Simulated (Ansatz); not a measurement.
## Single-point calculation, with input and output: TaS2 (part 2 of 2)

TaS2 (3 atoms in the cell); DFT PBE+U, spin-orbit coupling, plane waves, PAW, Ueff = 4 eV on Ta atom 1 d (Ansatz 0.2.0); cutoff 420 eV, 7×7×3 k-mesh, Gaussian smearing of 0.05 eV. The structure derives from an entry of the Crystallography Open Database. It belongs to a series of runs on one base structure; here: random orbitals: random, high filling.

### What the program printed, continued
```
SCF iter  43: F=—  HF=-11757.265661 eV  |F-HF|=—  |Δ(HF+E_count)|=   3.43e-8  Δρ=5.52e-6  dr2=2.76e-11  dr2_m=4.06e-9  ethr=1.00e-12  |M|=7.96e-1 ∫|m|=9.78e-1 μB  |m|>n=0.0e0 m-floor=0.0e0 τ_xc=5.1e-3 mc-row=0.0e0  β_m=1.00  ⟨swp⟩=4.8  Hψ=14139  notcnv=0
Mixer restart at iter 43: flushing history
SCF iter  44: F=—  HF=-11757.265522 eV  |F-HF|=—  |Δ(HF+E_count)|=         —  Δρ=5.58e-5  dr2=3.93e-8  dr2_m=8.47e-7  ethr=1.00e-12  |M|=7.96e-1 ∫|m|=9.78e-1 μB  |m|>n=0.0e0 m-floor=0.0e0 τ_xc=5.1e-3 mc-row=0.0e0  β_m=1.00  ⟨swp⟩=8.2  Hψ=12911  notcnv=0
SCF iter  45: F=—  HF=-11757.265614 eV  |F-HF|=—  |Δ(HF+E_count)|=   9.16e-5  Δρ=3.25e-5  dr2=2.00e-8  dr2_m=2.75e-7  ethr=1.00e-12  |M|=7.96e-1 ∫|m|=9.78e-1 μB  |m|>n=0.0e0 m-floor=0.0e0 τ_xc=5.1e-3 mc-row=0.0e0  β_m=1.00  ⟨swp⟩=15.0  Hψ=20500  notcnv=0
SCF iter  46: F=—  HF=-11757.265647 eV  |F-HF|=—  |Δ(HF+E_count)|=   3.29e-5  Δρ=2.47e-5  dr2=1.08e-8  dr2_m=1.06e-7  ethr=1.00e-12  |M|=7.96e-1 ∫|m|=9.78e-1 μB  |m|>n=0.0e0 m-floor=0.0e0 τ_xc=5.1e-3 mc-row=0.0e0  β_m=0.82  ⟨swp⟩=12.4  Hψ=19547  notcnv=0
SCF iter  47: F=—  HF=-11757.265663 eV  |F-HF|=—  |Δ(HF+E_count)|=   1.64e-5  Δρ=1.07e-5  dr2=4.65e-9  dr2_m=2.45e-8  ethr=1.00e-12  |M|=7.96e-1 ∫|m|=9.78e-1 μB  |m|>n=0.0e0 m-floor=0.0e0 τ_xc=5.1e-3 mc-row=0.0e0  β_m=1.00  ⟨swp⟩=12.1  Hψ=19513  notcnv=0
iter 48 did not close the SCF: its close was put off for a magnetic moment that had not settled (scf_convergence_deferred on its scf_iter line)
SCF iter  48: F=-11757.265665 eV  HF=-11757.265665 eV  |F-HF|=2.34e-8  |Δ(HF+E_count)|=   1.70e-6  Δρ=3.60e-6  dr2=4.59e-9  dr2_m=4.76e-9  ethr=1.00e-12  |M|=7.96e-1 ∫|m|=9.78e-1 μB  |m|>n=0.0e0 m-floor=0.0e0 τ_xc=5.1e-3 mc-row=0.0e0  β_m=1.00  ⟨swp⟩=11.7  Hψ=17896  notcnv=0
iter 49 did not close the SCF: its close was put off for a magnetic moment that had not settled (scf_convergence_deferred on its scf_iter line)
SCF iter  49: F=-11757.265665 eV  HF=-11757.265665 eV  |F-HF|=8.37e-9  |Δ(HF+E_count)|=   6.03e-8  Δρ=2.67e-6  dr2=1.41e-9  dr2_m=1.90e-9  ethr=1.00e-12  |M|=7.96e-1 ∫|m|=9.78e-1 μB  |m|>n=0.0e0 m-floor=0.0e0 τ_xc=5.1e-3 mc-row=0.0e0  β_m=1.00  ⟨swp⟩=5.0  Hψ=14852  notcnv=0
SCF iter  50: F=-11757.265665 eV  HF=-11757.265665 eV  |F-HF|=3.83e-9  |Δ(HF+E_count)|=   2.57e-8  Δρ=2.50e-6  dr2=2.81e-10  dr2_m=1.03e-9  ethr=1.00e-12  |M|=7.96e-1 ∫|m|=9.78e-1 μB  |m|>n=0.0e0 m-floor=0.0e0 τ_xc=5.1e-3 mc-row=0.0e0  ⟨swp⟩=4.2  Hψ=14541  notcnv=0
WARN: hamiltonian.hubbard: on 1 of 1 specified blocks the occupation matrix of this SCF's result fails the test of the specified filling. At site 0 (sites count from 0 in the list of atoms of the cell that this SCF solves) the least filled combination of the orbitals specified full has occupation 0.457, and the fullest combination of the orbitals specified empty has occupation 0.545; the filling counts as kept where the first is at least 0.75 and exceeds the second by more than 0.25. The state of this SCF's result may not hold the specified filling, though these bounds can also misjudge a state that does. This warning does not say which state is lower in energy, or whether the specified filling is a self-consistent state at all; see hamiltonian.hubbard.sites[].starting_ns, Limitations, and scf.initial_density.shell_occupations in the input reference
SCF 1 converged in 50 iterations: F = -11757.265665 eV  dr2 = 2.81e-10
  greatest PAW one-centre occupation: 0.999 electrons in one spin orbital (limit 2), on the Ta atom at site 0 (counted from 0), in its partial waves of l = 0
SCF converged after 50 iterations
Magnetization: |M| = 0.7963 μB,  M = (+0.6852, +0.3966, +0.0856) μB
Absolute magnetization: 0.9778 μB (∫|m|, with the PAW one-centre terms)
Moment direction: turned by 0.1668 rad
  site 0: m = (+0.3900, +0.2257, +0.0487) μB, |m| = 0.4532 μB  (R = 1.00 Å)
  site 1: m = (-0.0200, -0.0116, -0.0024) μB, |m| = 0.0233 μB  (R = 1.00 Å)
  site 2: m = (-0.0200, -0.0116, -0.0024) μB, |m| = 0.0233 μB  (R = 1.00 Å)
Free energy (F): -11757.265665 eV
Harris-Foulkes:  -11757.265665 eV  (|F-HF|=3.83e-9)
Internal energy: -11757.265008 eV  (E = F + TS)
E sigma→0 (E₀):  -11757.265336 eV
Entropy (-TS):   -0.000657 eV (-0.219 meV/atom)
Fermi energy:    10.875500 eV
--- Per-component energies (eV) ---
  E_band       = -188.087813
  E_kinetic    = 584.931419
  E_local      = -1415.879477  (includes V_loc(G=0)·N_el)
  E_nonlocal   = 68.285456
  E_hartree    = 538.936007
  E_xc         = -414.731819
  E_vxc        = -381.812998  (∫ρ·V_xc dr)
  E_hubbard    = 4.412652  (on-site DFT+U / exact-exchange correction)
  E_vhub       = 1.320291  (the Hubbard potential's part of the band-sum identity)
  E_paw        = -9617.009474  (= ΣΔE_a)
  E_vpaw       = -122.804887  (= ΣTr[D̂ρ^β])
  E_aug_tail   = 0.000133  (compensation charges beyond the density's cutoff)
  E_ewald      = -1506.209906
  E_smearing   = -0.000657  (= −TS)
  E_closure    = 0.000000  (closes the sum)
  Σ components = -11757.265665   (vs F -11757.265665, Δ=0.00e0)
--- Hubbard shell moments (per corrected site; Tr N, ν in electrons; μ in μ_B) ---
  shell 0: Tr N=3.7525  μ_S=(+0.7282, +0.4214, +0.0907)  μ_L=(-0.1406, -0.0814, -0.0187)  μ=(+0.5876, +0.3401, +0.0720)  ν=0.0652 along (+0.860, +0.498, +0.109)
--- Specified on-site occupations, and those of the state reported ---
  electrons in the specified blocks: 1.1500 specified, 3.7525 found
  site 0 (l=d): largest change of an orbital's occupation 0.5266; electrons 1.1500 specified, 3.7525 found; spectral distance 1.1207
--- Forces (eV/Å), atoms counted from 1 ---
  atom   1  Ta     0.00000000     0.00000000     0.00000000
  atom   2  S      0.00414511     0.00238413     1.28723303
  atom   3  S     -0.00414511    -0.00238413    -1.28723303
  max |Σ_I F_I| component: 0.00e0 eV/Å
--- Stress (GPa, compression-positive) ---
       13.038465       0.087951       0.038990
        0.087951      12.937418       0.022428
        0.039135       0.022512      13.249936
  P = ⅓ Tr σ = 13.0753 GPa (130.753 kbar)
--- Band table (eV; the first three rows and the last of 74) ---
  k-point 0: bands = ["-58.2507", "-57.9652", "-31.0717", "-30.9302", "-22.5174", "-22.3343", "-22.2210", "-22.0781", "-4.4472", "-4.3885", "-2.3135", "-2.2947", "3.6492", "4.1252", "6.4876", "6.5101", "6.7349", "6.7434", "9.4001", "9.4073", "9.9013", "9.9061", "10.0384", "10.0432", "10.0472", "10.2636", "10.8648", "11.8081", "11.9367", "12.1492", "14.8971", "14.9046", "15.0564", "15.0642"]
  k-point 1: bands = ["-58.2506", "-57.9643", "-31.0717", "-30.9302", "-22.5176", "-22.3343", "-22.2210", "-22.0782", "-4.2674", "-4.2040", "-2.6637", "-2.6539", "4.4597", "4.9939", "6.5084", "6.5310", "6.7577", "6.7664", "7.7322", "7.8370", "9.7872", "9.7918", "9.9382", "9.9423", "10.1406", "10.2599", "11.5351", "11.8808", "11.9771", "12.8320", "15.2020", "15.2091", "15.3584", "15.3656"]
  k-point 2: bands = ["-58.2483", "-57.9639", "-31.0821", "-30.9407", "-22.5388", "-22.3623", "-22.2530", "-22.0979", "-4.1279", "-4.0767", "-2.3063", "-2.2998", "4.0233", "4.4700", "6.0482", "6.2692", "6.6784", "6.8355", "8.0207", "8.3692", "8.9167", "9.2904", "9.5318", "9.5491", "10.2447", "11.2811", "11.4768", "11.7620", "12.5343", "12.6884", "14.4901", "14.6756", "14.8940", "15.0465"]
  k-point 73: bands = ["-58.2383", "-57.9545", "-31.1182", "-30.9830", "-22.5723", "-22.5182", "-22.4277", "-22.0930", "-2.7441", "-2.7247", "-2.2506", "-2.2460", "4.4639", "4.8766", "5.0594", "5.2703", "6.4376", "6.6474", "6.7465", "6.9680", "7.3781", "7.7220", "8.4252", "8.5098", "10.3202", "11.4736", "12.1273", "13.0916", "13.4446", "14.1547", "14.3692", "15.0454", "15.7199", "16.0228"]
Occupation matrices written to [file]
--- Löwdin populations: 3 sites ---
  site symbol       q [e]
     0     Ta     12.3186
     1      S      6.2384
     2      S      6.2384
  spilling = 0.008184 (of n_electrons = 25.000000)
--- Occupation matrices: 1 shell (run DFT+U table (all-electron-ortho-atomic); ε = 5.22e-3) ---
  Ta0 d_5D: site group D3d (-3m)
  Ta0 d_5D spinor Tr n = 3.7525  λ = 0.206 0.221 0.222 0.389 0.391 0.400 0.407 0.436 0.510 0.571  [z2 0.93 (T2g 1.00) E1/2g(0.98) | 2× xy 0.33 (T2g 0.99) E1/2g(0.57) | 2× x2-y2 0.31 (Eg 0.79) E1/2g(0.64) | xz 0.31 (Eg 0.82) E3/2g(0.53) | x2-y2 0.32 (Eg 0.91) E3/2g(0.77) | z2 0.53 (T2g 0.69) E1/2g(0.67) | xz 0.59 (T2g 0.75) E1/2g(0.52) | z2 0.35 (T2g 0.89) E1/2g(0.69)]
  specified occupation → Ta0 d_5D spinor: matrix, ‖Δ‖_F = 1.2132, Tr Δ = -2.6025, displaced = 1.8204, d_λ = 1.1207; orbital distance = 1.2377
  Tr n, λ and their labels are of the run-group-symmetrised matrices; stabiliser: 4 of 24 elements of G0×{1,Θ} (closed), max defect 6.9e-4 at τ = 1.1e-3
```

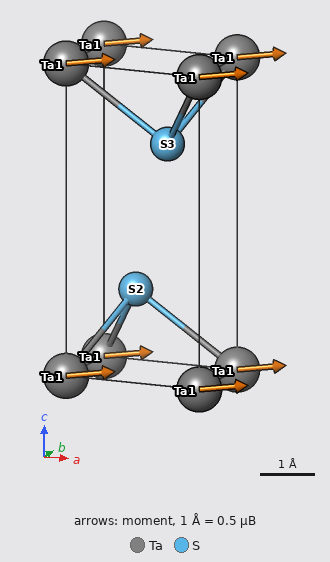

Magnetic moments of the sites as orange arrows (ball-and-stick view of the cell of the calculation, seen slightly off an axis; atoms are numbered from 1 in the order of the input); small moments hardly show. Site moments: Ta1 (0.48 μB). They are counted near the atoms and needn't add up to the moment of the cell.

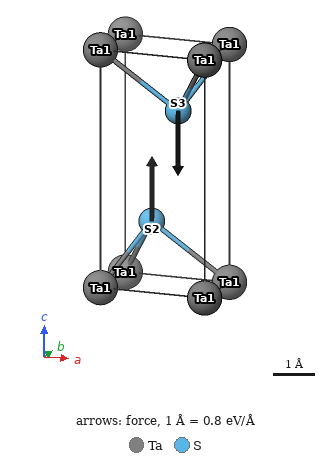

Forces on the atoms as black arrows (ball-and-stick view of the cell of the calculation, seen slightly off an axis; atoms are numbered from 1 in the order of the input). The largest act on S2, S3 (1.29 eV/Å). The geometry is not a stationary point of this energy.

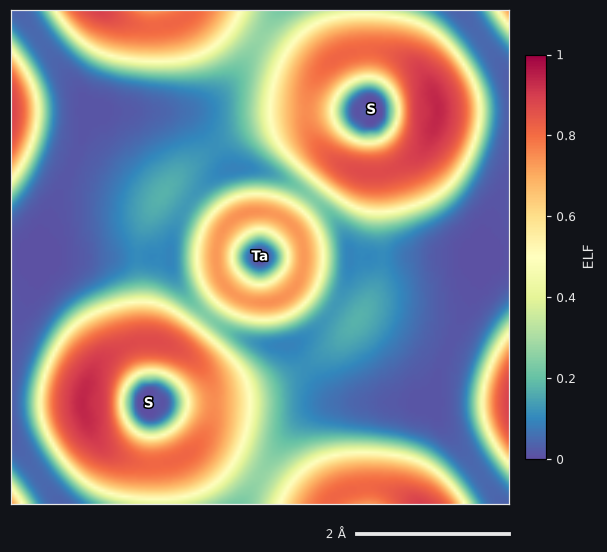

Electron localisation function on the (110) plane of the calculation cell. The section cuts through Ta and S sites. Ta–S (2.43 Å): the ELF is about 0.40 at the midpoint (no shared pair; the contact is polar). The strong features right at Ta lie inside the PAW spheres (semicore, d or f shells) and say nothing about bonding. Core electrons are frozen (PAW), so the fields are smoothed inside the atomic spheres.

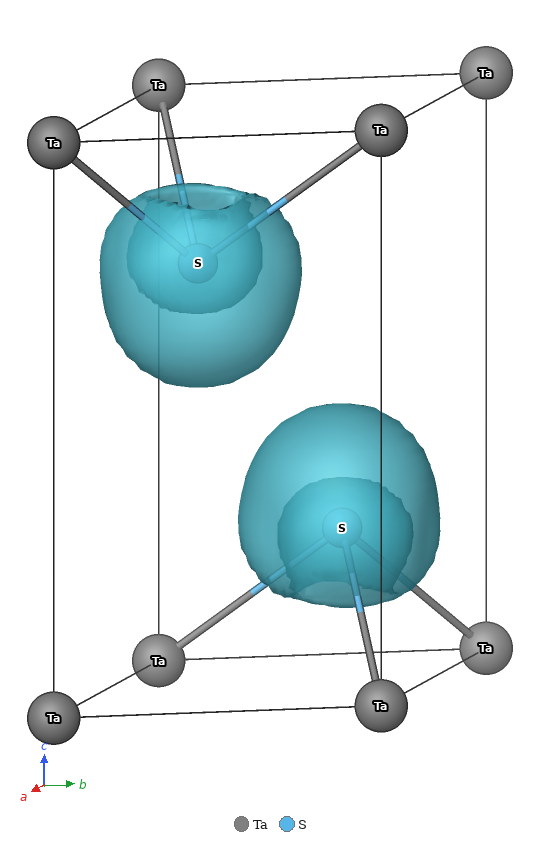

Isosurface of the ELF at 0.8 (cyan), seen slightly off an axis. Only the valence region is drawn (cores and ρ < 0.01 e/Å³ removed). Sticks mark near contacts. The outline is the calculation cell. Profiles from the grid: Ta–S (2.43 Å): the ELF is about 0.40 at the midpoint; a polar contact without a shared pair, in a metal.

This output came from the following input.

### Input
```yaml
crystal:
  lattice:
    - [3.3500014, 0.0, 0.0]
    - [-1.6750007, 2.90118631, 0.0]
    - [0.0, 0.0, 5.85999874]
  atoms:
    - { symbol: Ta, position: [0.0, 0.0, 0.0], spin: 1.0, spin_axis: [0.707107, 0.707107, 0.0] }
    - { symbol: S, position: [0.3333333333, 0.6666666667, 0.25] }
    - { symbol: S, position: [0.6666666667, 0.3333333333, 0.75] }
basis:
  ecutwfc: 420
  ecutrho_ratio: 4
kpoints:
  mp_grid: { grid: [7, 7, 3] }
hamiltonian:
  xc: pbe
  hubbard:
    sites:
      - { site: 0, l: d, u_eff: 4.0, starting_ns: [{ occupation_matrix: s0 }] }
    occupation_matrices:
      s0:
        spinor_matrix:
          - [[0.09191, 0.0], [0.05347, -0.06085], [0.01475, -0.01659], [-0.09035, -0.11063], [0.02766, -0.02766], [0.05085, -0.05085], [-0.00522, -0.08083], [-0.0013, -0.02216], [-0.14211, -0.01434], [0.0, -0.03911]]
          - [[0.05347, 0.06085], [0.11125, 0.0], [0.02501, 0.00014], [0.02643, -0.15871], [0.04397, 0.00284], [0.08083, 0.00522], [0.06452, -0.06452], [0.01778, -0.01758], [-0.09354, -0.13091], [0.0331, -0.02908]]
          - [[0.01475, 0.01659], [0.02501, -0.00014], [0.02686, 0.0], [0.007, -0.04354], [0.01206, 0.00071], [0.02216, 0.0013], [0.01758, -0.01778], [0.00485, -0.00485], [-0.02584, -0.03574], [0.00903, -0.00802]]
          - [[-0.09035, 0.11063], [0.02643, 0.15871], [0.007, 0.04354], [0.30371, 0.0], [0.0078, 0.0773], [0.01434, 0.14211], [0.13091, 0.09354], [0.03574, 0.02584], [0.20062, -0.20062], [0.06017, 0.04914]]
          - [[0.02766, 0.02766], [0.04397, -0.00284], [0.01206, -0.00071], [0.0078, -0.0773], [0.04128, 0.0], [0.03911, 0.0], [0.02908, -0.0331], [0.00802, -0.00903], [-0.04914, -0.06017], [0.01504, -0.01504]]
          - [[0.05085, 0.05085], [0.08083, -0.00522], [0.02216, -0.0013], [0.01434, -0.14211], [0.03911, 0.0], [0.09191, 0.0], [0.05347, -0.06085], [0.01475, -0.01659], [-0.09035, -0.11063], [0.02766, -0.02766]]
          - [[-0.00522, 0.08083], [0.06452, 0.06452], [0.01758, 0.01778], [0.13091, -0.09354], [0.02908, 0.0331], [0.05347, 0.06085], [0.11125, 0.0], [0.02501, 0.00014], [0.02643, -0.15871], [0.04397, 0.00284]]
          - [[-0.0013, 0.02216], [0.01778, 0.01758], [0.00485, 0.00485], [0.03574, -0.02584], [0.00802, 0.00903], [0.01475, 0.01659], [0.02501, -0.00014], [0.02686, 0.0], [0.007, -0.04354], [0.01206, 0.00071]]
          - [[-0.14211, 0.01434], [-0.09354, 0.13091], [-0.02584, 0.03574], [0.20062, 0.20062], [-0.04914, 0.06017], [-0.09035, 0.11063], [0.02643, 0.15871], [0.007, 0.04354], [0.30371, 0.0], [0.0078, 0.0773]]
          - [[0.0, 0.03911], [0.0331, 0.02908], [0.00903, 0.00802], [0.06017, -0.04914], [0.01504, 0.01504], [0.02766, 0.02766], [0.04397, -0.00284], [0.01206, -0.00071], [0.0078, -0.0773], [0.04128, 0.0]]
    ns_hold: { iters: 12 }
scf:
  occupations: { method: gaussian, width: 0.05 }
  lower_state_search: "off"
  max_iter: 150
output:
  forces: true
  stress: true
  eigenvalues: true
  populations: true
  hubbard: { sites: [{ site: 0, l: d }] }
  write_density: true
  write_potential: true
  elf: true
  volumetric_format: npy
magnetization:
  noncollinear: true
  spin_orbit: true
```

Launch command:
```bash
ansatz run input.yaml --threads 4 --pin off --max-ram 6144MiB --backend cpu --events-out ev --progress --plain --runs-dir out
```

### Key numbers

| quantity | value |
| --- | --- |
| outcome | converged |
| space group (tolerance 0.01 Å) | P-3m1 (164) |
| electrons treated | 25 |
| free energy | −11757.2657 eV |
| Fermi energy | 10.876 eV |
| gap on the k-point mesh | none (metallic) |
| net moment of the cell | 0.80 μB |
| integrated absolute moment | 0.98 μB |
| pressure | 13.08 GPa |
| largest force (length of the vector) | 1.287 eV/Å |
| hardware | 4 threads of Arm Neoverse V1, 24 GiB of memory available, shared host |
| wall time | 96 s (CPU time 6.4 min) |
| peak memory | 0.79 GiB |

The program warns: the typed occupations were not kept; the SCF threshold is looser than advised for the printed stress. The cell is under a pressure of 13.1 GPa at this level, so it is not at its equilibrium volume.
